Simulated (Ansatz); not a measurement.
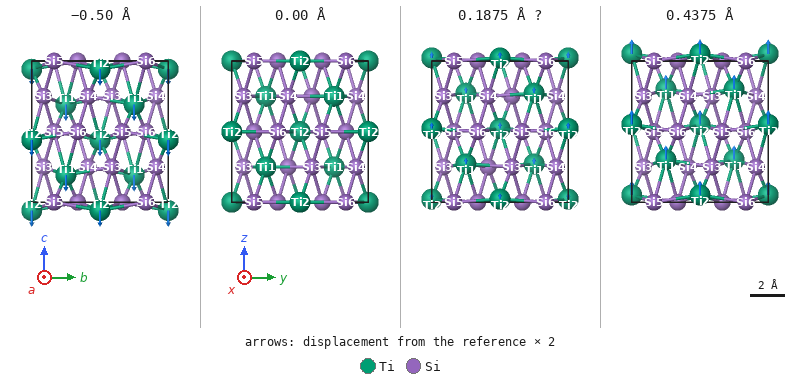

A scan of a crystal of TiSi$_{2}$ (Fddd): the whole Ti sublattice is shifted rigidly, along Cartesian [0 0 1], all else fixed. The picture is a ball-and-stick view of the conventional cell (4 times the calculation's cell), seen along the a axis. Blue arrows: displacements from the reference. Lengths and directions refer to the drawn axes.

Theory: Ansatz 0.2.0, DFT PBE, scalar-relativistic, plane waves, PAW. Settings: plane-wave cutoff 420 eV; k-point mesh 14 × 14 × 14; occupations gaussian; smearing width 0.15 eV; no spin polarisation. Energies (free energies at the smearing named) are counted from the relaxed crystal.

```csv
displacement (Å),E − E(ref) (eV/cell)
−0.5000,3.74
−0.2500,0.84
0.0000,0.00
0.0625,0.05
0.1250,0.21
0.1875,?
0.3125,1.35
0.3750,1.99
0.4375,2.78
```

**Fill in the missing row.**

A straight line between the two neighbours gives 0.59 eV/cell. A cubic through the four nearest rows (0.0625, 0.1250, 0.3125, 0.3750) gives, with Lagrange weights, (−0.3000)(0.05) + (1.0000)(0.21) + (0.5000)(1.35) + (−0.2000)(1.99) = 0.47 eV/cell. The calculation gives 0.47 eV/cell, so the cubic is right to the digits shown and the straight line 0.12 eV/cell too high, as the curve bends upwards here.

The whole profile:

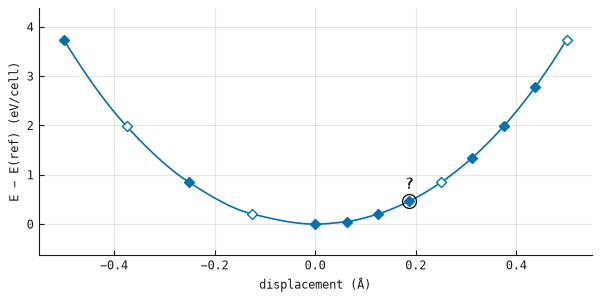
